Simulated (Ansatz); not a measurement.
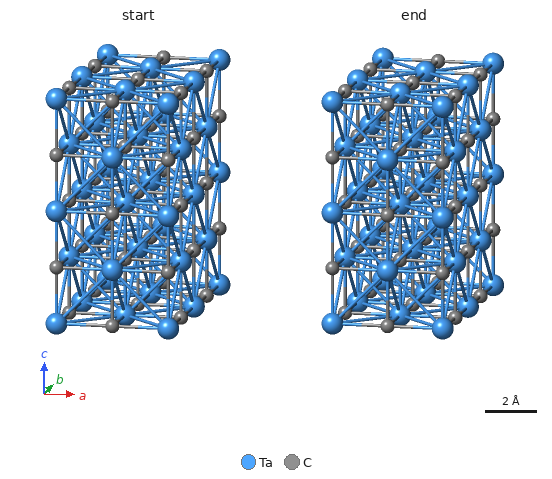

The structure of crystalline TaC (a generated structure, set up in Fm-3m) (coarse preliminary run) before (left) and after (right) a relaxation, at one scale.

Style: ball-and-stick. Shown: the conventional cell (4 times the calculation's cell), repeated 1 × 2 × 2 with one cell outlined, slightly off an axis. Lengths and directions refer to the drawn axes.

Case: Hf → Ta, N → C on all its sites, cell and atoms relaxed.

These are results of DFT r2SCAN, scalar-relativistic, plane waves, PAW (Ansatz 0.2.0), not measurements. Settings: plane-wave cutoff 500 eV; k-point mesh 8 × 8 × 8; occupations gaussian; smearing width 0.1 eV; no spin polarisation; cell and atoms relaxed; force threshold 0.05 eV/Å; at most 60 steps.

Question: Summarise the run.

Answer: The energy falls by 20.3 meV per atom in 3 accepted moves (4 points after the start). All forces vanish by symmetry, so only the cell relaxes. The pressure goes from −13.12 to −0.03 GPa. At 1 point the geometry stayed and the basis and grid were re-selected for the new cell (energy shift of 0.2 meV per atom at most each time). The atoms keep their places relative to the cell (all moves are under 0.005 Å). The drawn cell changes as follows: a = b = c 4.525 → 4.462 Å (−1.4 %); the volume changes by −4.1 %. Some distances before and after: Ta–Ta 3.200 → 3.155 Å, C–Ta 2.263 → 2.231 Å. The space group stays Fm-3m (No. 225).
